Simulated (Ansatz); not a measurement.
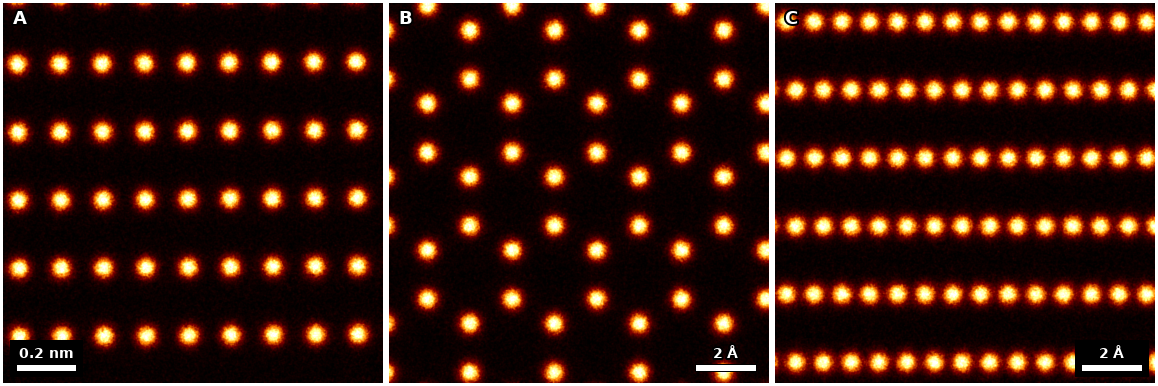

Three views of Al (P6_3/mmc, No. 194) along different zone axes. Simulation: incoherent imaging, intensity Z^1.6 per atom, probe width 0.51 Å, thin sample. The probe carries 15 % of its weight in a tail 2.5 times as wide. Shot noise was added. Structure used: the geometry given to an electronic-structure calculation, possibly off equilibrium; the starting structure was generated, so it need not be a known form of this composition.

```
CELL_PARAMETERS angstrom
2.89661 0.00000 0.00000
-1.44830 2.50853 0.00000
0.00000 0.00000 4.65978
ATOMIC_POSITIONS crystal
Al 0.33333 0.66667 0.25000
Al 0.66667 0.33333 0.75000
```

**Match the panels to the zone axes [001], [210] and [310].**

A is [210]: projected cell 1.45 × 2.33 Å, 90°, plane group p2mm. B is [001]: projected cell 2.90 × 2.90 Å, 120°, plane group p6mm. C is [310]: projected cell 0.95 × 4.66 Å, 90°.
